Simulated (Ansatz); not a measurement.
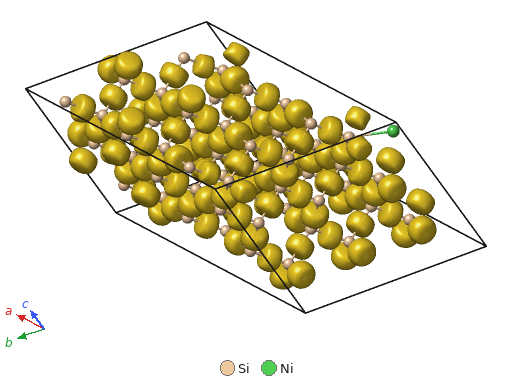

Figure 1: Si54Ni (cell with a defect). Isosurface of the ELF at 0.75 (yellow), seen at an oblique angle. Only the valence region is drawn (cores and ρ < 0.01 e/Å³ removed). Sticks mark near contacts.

The program warned that a starting moment wasn't kept; spin-polarised, but the moments vanished.

Level of theory: DFT PBE, scalar-relativistic, plane waves, PAW in Ansatz 0.2.0.

Input

```
crystal:
  lattice:
    - [8.205140644, 0.0, 8.205140644]
    - [8.205140644, 8.205140644, 0.0]
    - [0.0, 8.205140644, 8.205140644]
  atoms:
    - { symbol: Si, position: [0.25, 0.25, 0.25] }
    - { symbol: Si, position: [0.25, 0.5833333333, 0.25] }
    - { symbol: Si, position: [0.25, 0.9166666667, 0.25] }
    - { symbol: Si, position: [0.5833333333, 0.25, 0.25] }
    - { symbol: Si, position: [0.5833333333, 0.5833333333, 0.25] }
    - { symbol: Si, position: [0.5833333333, 0.9166666667, 0.25] }
    - { symbol: Si, position: [0.9166666667, 0.25, 0.25] }
    - { symbol: Si, position: [0.9166666667, 0.5833333333, 0.25] }
    - { symbol: Si, position: [0.9166666667, 0.9166666667, 0.25] }
    - { symbol: Si, position: [0.25, 0.25, 0.5833333333] }
    - { symbol: Si, position: [0.25, 0.5833333333, 0.5833333333] }
    - { symbol: Si, position: [0.25, 0.9166666667, 0.5833333333] }
    - { symbol: Si, position: [0.5833333333, 0.25, 0.5833333333] }
    - { symbol: Si, position: [0.5833333333, 0.5833333333, 0.5833333333] }
    - { symbol: Si, position: [0.5833333333, 0.9166666667, 0.5833333333] }
    - { symbol: Si, position: [0.9166666667, 0.25, 0.5833333333] }
    - { symbol: Si, position: [0.9166666667, 0.5833333333, 0.5833333333] }
    - { symbol: Si, position: [0.9166666667, 0.9166666667, 0.5833333333] }
    - { symbol: Si, position: [0.25, 0.25, 0.9166666667] }
    - { symbol: Si, position: [0.25, 0.5833333333, 0.9166666667] }
    - { symbol: Si, position: [0.25, 0.9166666667, 0.9166666667] }
    - { symbol: Si, position: [0.5833333333, 0.25, 0.9166666667] }
    - { symbol: Si, position: [0.5833333333, 0.5833333333, 0.9166666667] }
    - { symbol: Si, position: [0.5833333333, 0.9166666667, 0.9166666667] }
    - { symbol: Si, position: [0.9166666667, 0.25, 0.9166666667] }
    - { symbol: Si, position: [0.9166666667, 0.5833333333, 0.9166666667] }
    - { symbol: Si, position: [0.9166666667, 0.9166666667, 0.9166666667] }
    - { symbol: Si, position: [0.1666666667, 0.1666666667, 0.1666666667] }
    - { symbol: Si, position: [0.1666666667, 0.5, 0.1666666667] }
    - { symbol: Si, position: [0.1666666667, 0.8333333333, 0.1666666667] }
    - { symbol: Si, position: [0.5, 0.1666666667, 0.1666666667] }
    - { symbol: Si, position: [0.5, 0.5, 0.1666666667] }
    - { symbol: Si, position: [0.5, 0.8333333333, 0.1666666667] }
    - { symbol: Si, position: [0.8333333333, 0.1666666667, 0.1666666667] }
    - { symbol: Si, position: [0.8333333333, 0.5, 0.1666666667] }
    - { symbol: Si, position: [0.8333333333, 0.8333333333, 0.1666666667] }
    - { symbol: Si, position: [0.1666666667, 0.1666666667, 0.5] }
    - { symbol: Si, position: [0.1666666667, 0.5, 0.5] }
    - { symbol: Si, position: [0.1666666667, 0.8333333333, 0.5] }
    - { symbol: Si, position: [0.5, 0.1666666667, 0.5] }
    - { symbol: Si, position: [0.5, 0.5, 0.5] }
    - { symbol: Si, position: [0.5, 0.8333333333, 0.5] }
    - { symbol: Si, position: [0.8333333333, 0.1666666667, 0.5] }
    - { symbol: Si, position: [0.8333333333, 0.5, 0.5] }
    - { symbol: Si, position: [0.8333333333, 0.8333333333, 0.5] }
    - { symbol: Si, position: [0.1666666667, 0.1666666667, 0.8333333333] }
    - { symbol: Si, position: [0.1666666667, 0.5, 0.8333333333] }
    - { symbol: Si, position: [0.1666666667, 0.8333333333, 0.8333333333] }
    - { symbol: Si, position: [0.5, 0.1666666667, 0.8333333333] }
    - { symbol: Si, position: [0.5, 0.5, 0.8333333333] }
    - { symbol: Si, position: [0.5, 0.8333333333, 0.8333333333] }
    - { symbol: Si, position: [0.8333333333, 0.1666666667, 0.8333333333] }
    - { symbol: Si, position: [0.8333333333, 0.5, 0.8333333333] }
    - { symbol: Si, position: [0.8333333333, 0.8333333333, 0.8333333333] }
    - { symbol: Ni, position: [0.0106727396, 0.005809861, -0.0103527435], spin: 2.0 }
basis:
  ecutwfc: 420
  xc_grid: 2
kpoints:
  mp_grid: { grid: [2, 2, 2], shift: [0.0, 0.0, 0.0] }
hamiltonian:
  xc: pbe
scf:
  occupations: { method: gaussian, width: 0.02 }
output:
  forces: true
  stress: false
  eigenvalues: true
  populations: true
  write_density: true
  write_potential: true
  elf: true
  volumetric_format: npy
magnetization:
  spin_polarized: true
relax:
  adjacent_minimum: "off"
  f_tol: 0.02
  max_steps: 60
```

Command:

```sh
ansatz run input.yaml --threads 8 --pin off --max-ram 20480MiB --backend cpu --events-out ev --progress --plain --runs-dir out
```

The fields are those of the relaxed geometry.

**Where are the electrons localised?**

The surface consists of 108 regions between bonded Si–Si atoms (shared pairs), counted in one cell of 55 atoms. Regions shared between cells count once.

Values along the shortest contacts:
Si–Ni (2.31 Å): the ELF peaks at about 0.65 in the valence shell of Si, 0.9 Å from its nucleus, and is about 0.45 at the midpoint. Si–Si (2.34 Å): the ELF peaks at about 0.95 between the atoms.
